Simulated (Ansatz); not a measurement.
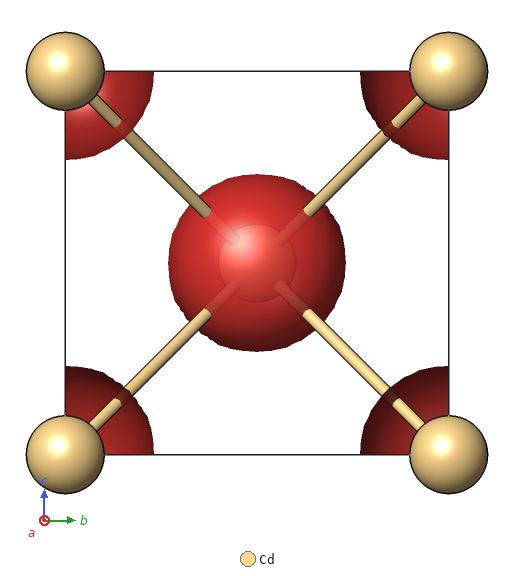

Cd. Density of the Kohn–Sham states from −9.6 to −6.4 eV about the Fermi level (the lower third of the occupied valence band), scaled to one electron a cell: red surface at 0.1 1/Å³, in the conventional cell seen along the a axis.

Space group Im-3m. This isn't the usual form at ambient conditions. The cell comes from a database of computed structures, not from a measurement.

The calculation used DFT PBE, scalar-relativistic, plane waves, PAW (Ansatz).

Core electrons are frozen (PAW), so the fields are smoothed inside the atomic spheres.

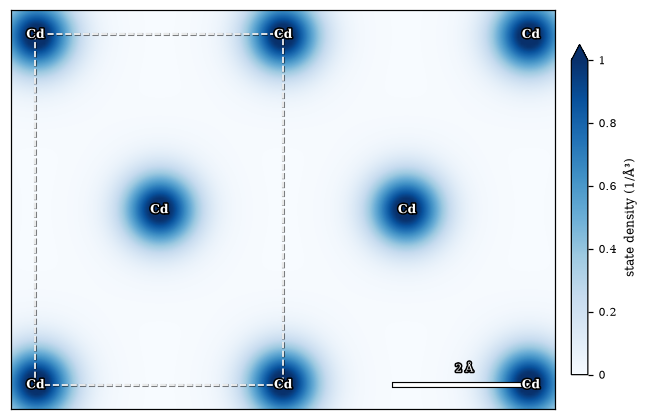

The same field as a map on the (011) plane of the conventional cell.

### Which atoms and orbitals make up these states?

Löwdin projections on the PAW files' atomic orbitals give Cd 4d (over 95 %). It nearly vanishes midway along the shortest Cd–Cd contact. Little of the density lies between the atoms' surroundings.
